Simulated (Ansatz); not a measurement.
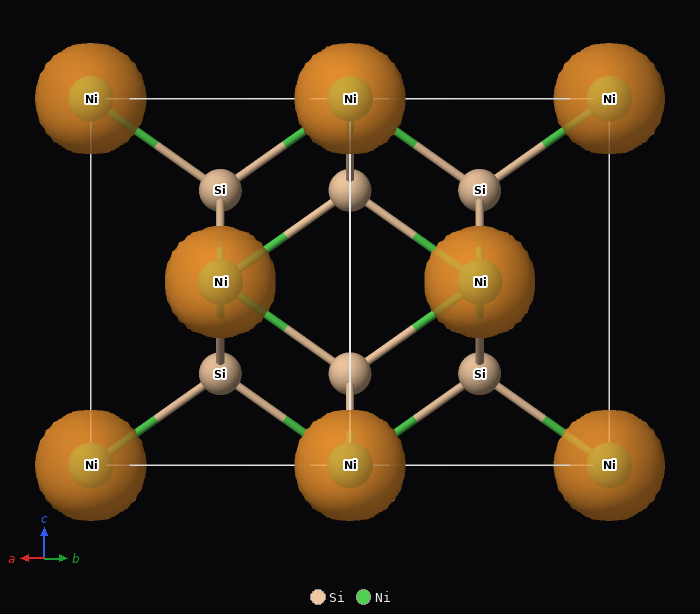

The picture shows: Si₂Ni. Isosurface of the valence pseudo-density at 1 e/Å³ (orange), seen along [110]. Sticks mark near contacts.

Space group Fm-3m; computed without spin polarisation.

The calculation used DFT PBEsol, scalar-relativistic, plane waves, PAW in Ansatz 0.2.0.

The density is the valence pseudo-density of a PAW calculation; it isn't the true density close to the nuclei.

**Which contacts does the surface bridge?**

At this value the density breaks into separate islands; it holds about 55 % of the electrons treated as valence (semicore included). It bridges none of the near contacts. It is pinched off along the sampled Si–Ni (2.33 Å) contacts. On the grid the lowest density along these lines, outside the cores, is 0.47 e/Å³ (Si–Ni, 2.33 Å).

**Metal or insulator at this level of theory?**

It is metallic or semimetallic at this level of theory: no gap opens.
